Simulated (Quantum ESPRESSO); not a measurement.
**Energy of PtTe$_{2}$ along an even scaling of the cell**

System: PtTe$_{2}$ (P-3m1, 3 atoms in the cell).
Method: Kohn-Sham DFT of a periodic cell, PBE, PseudoDojo 0.4.1 SR PBE standard, no spin polarisation (Quantum ESPRESSO 7.5).

The 7 runs differ only in the geometry, by an even scaling of the cell at fixed fractional positions. The structure derives from an entry of the Crystallography Open Database.

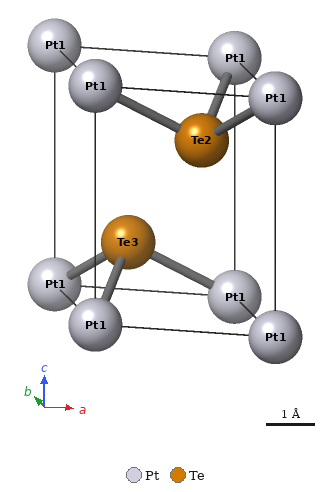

Figure 1. The structure of run 4 (ball-and-stick view of the cell of the calculation, seen slightly off an axis; atoms are numbered from 1 in the order of the input). An atom can appear more than once, as a periodic image.

## Input of run 4
```
&CONTROL
  calculation = 'scf'
  prefix = 'pwscf'
  outdir = './tmp'
  pseudo_dir = './pseudo'
  tprnfor = .true.
  tstress = .true.
  disk_io = 'nowf'
/
&SYSTEM
  ibrav = 0
  nat = 3
  ntyp = 2
  ecutwfc = 84
  nbnd = 34
  occupations = 'smearing'
  smearing = 'fd'
  degauss = 0.00367493
/
&ELECTRONS
  conv_thr = 6d-10
  electron_maxstep = 120
  mixing_beta = 0.5
/
ATOMIC_SPECIES
Pt   195.0840 Pt.upf
Te   127.6000 Te.upf
CELL_PARAMETERS angstrom
   4.0100000000    0.0000000000    0.0000000000
  -2.0050000000    3.4727618692    0.0000000000
   0.0000000000    0.0000000000    5.2010000000
ATOMIC_POSITIONS crystal
Pt     0.0000000000    0.0000000000    0.0000000000
Te     0.6666666667    0.3333333333    0.7500000000
Te     0.3333333333    0.6666666667    0.2500000000
K_POINTS automatic
8 8 5 0 0 0
```

Command:
```bash
OMP_NUM_THREADS=1 pw.x -in pw.in > pw.out
```

Run 3 differs from it as follows:
```diff
-   4.0100000000    0.0000000000    0.0000000000
-  -2.0050000000    3.4727618692    0.0000000000
-   0.0000000000    0.0000000000    5.2010000000
+   3.9830864374    0.0000000000    0.0000000000
+  -1.9915432187    3.4494540403    0.0000000000
+   0.0000000000    0.0000000000    5.1660929080
```

## Results, with one run withheld

| run | volume per atom (Å³) | free energy per atom, from the lowest run given (meV) | pressure (GPa) |
| --- | --- | --- | --- |
| 1 | 22.694 | 172.86 | 18.71 |
| 2 | 23.177 | 121.87 | 15.14 |
| 3 | 23.660 | ? | ? |
| 4 | 24.143 | 49.39 | 9.08 |
| 5 | 24.626 | 25.87 | 6.52 |
| 6 | 25.108 | 9.66 | 4.23 |
| 7 | 25.591 | 0.00 | 2.17 |

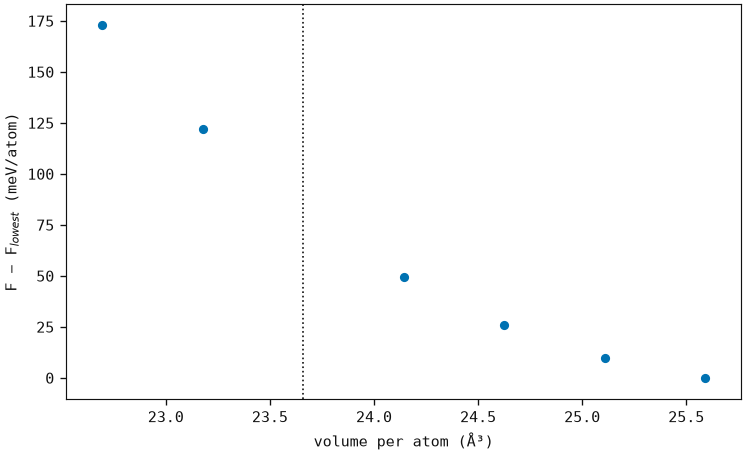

Figure 2. Free energy per atom of the runs given; the dotted line marks run 3.

Fit the runs given and predict run 3.

A cubic polynomial in V^(−2/3) (the Birch–Murnaghan form), fitted to the 6 runs given, misses them by at most 0.01 meV per atom. With x = V^(−2/3) − 0.11957 Å⁻², it reads F = 46.968 + 16793 x + 1.4169e+06 x² + 5.1236e+06 x³ (meV per atom). At run 3 it gives 81.07 meV per atom, and the run itself gives 81.07. The slope of the fit gives a pressure −dF/dV of 11.97 GPa there, and the run prints 11.94 GPa. The fit has no minimum inside this range.

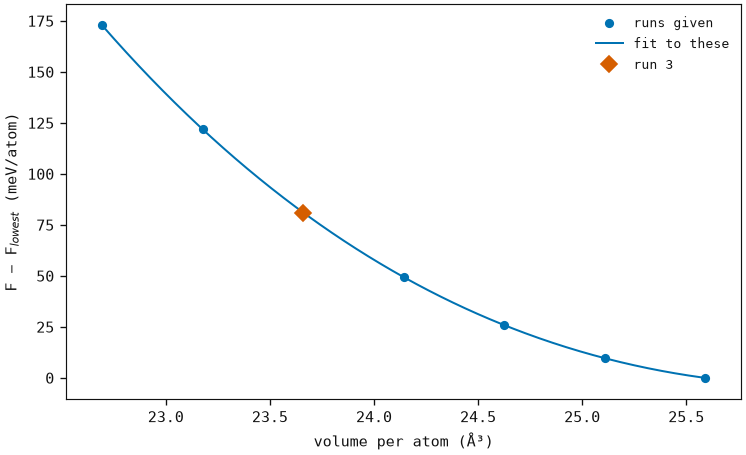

Figure 3. The fit and the withheld run.

## Some lines of the output (run 3)
```
[...]
     number of k points=    40  Fermi-Dirac smearing, width (Ry)=  0.0037
     total energy              =    -680.63145961 Ry
     total energy              =    -680.64989381 Ry
     total energy              =    -680.68253670 Ry
     total energy              =    -680.68276483 Ry
     total energy              =    -680.68280240 Ry
     total energy              =    -680.68280621 Ry
     total energy              =    -680.68280695 Ry
     total energy              =    -680.68280703 Ry
     the Fermi energy is    14.9526 ev
!    total energy              =    -680.68280703 Ry
     The total energy is F=E-TS. E is the sum of the following terms:
     Computing stress (Cartesian axis) and pressure
          total   stress  (Ry/bohr**3)                   (kbar)     P=      119.43
```

Notes: Spin–orbit coupling is left out, which matters for Pt.
